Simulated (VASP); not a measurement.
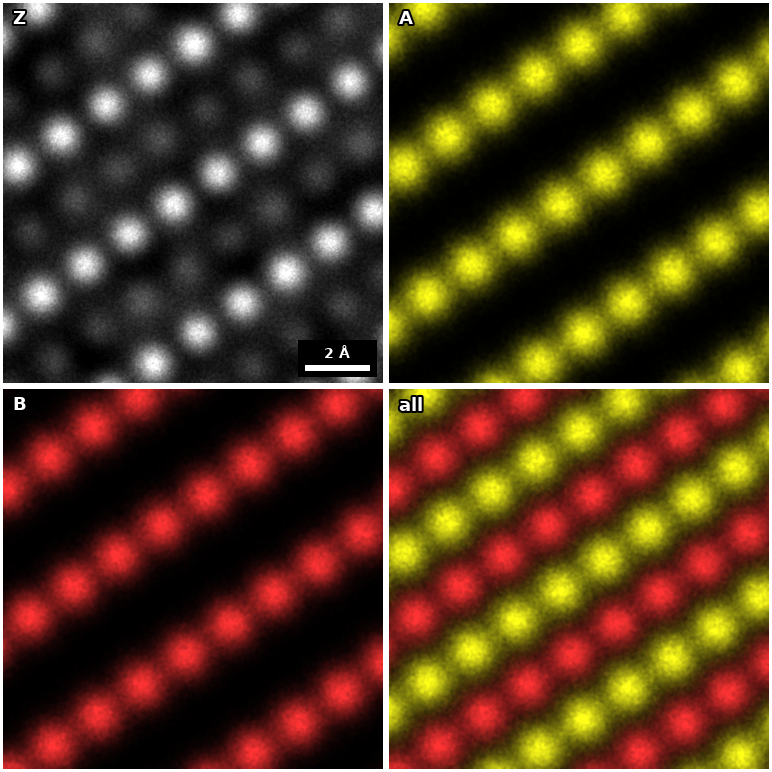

PbSe (Pm-3m, No. 221) along [210]. Panel Z: Simulated incoherent Z contrast: every atom adds Z^1.7 spread by a probe of 0.90 Å full width; channelling and multiple scattering are left out. Shot noise and the speckle of an amorphous layer were added. The other panels are simulated element maps (the number of atoms of one element along the beam, blurred by 1.2 Å, with counting noise; each on its own scale, no channelling); the last overlays them. Structure used: a cell listed in the Materials Project, as set up for an electronic-structure calculation.

```
Pb Se
1.0
     3.78432    0.00000    0.00000
     0.00000    3.78432    0.00000
     0.00000    0.00000    3.78432
Pb Se
1 1
Direct
  0.00000 0.00000 0.00000
  0.50000 0.50000 0.50000
```

Q: Which element does each lettered map show?

A: Pb, B: Se. The projected cell (1.69 × 3.78 Å, 90°) holds 2 columns: 1 of Pb and 1 of Se. No column is shared by two of the mapped elements.
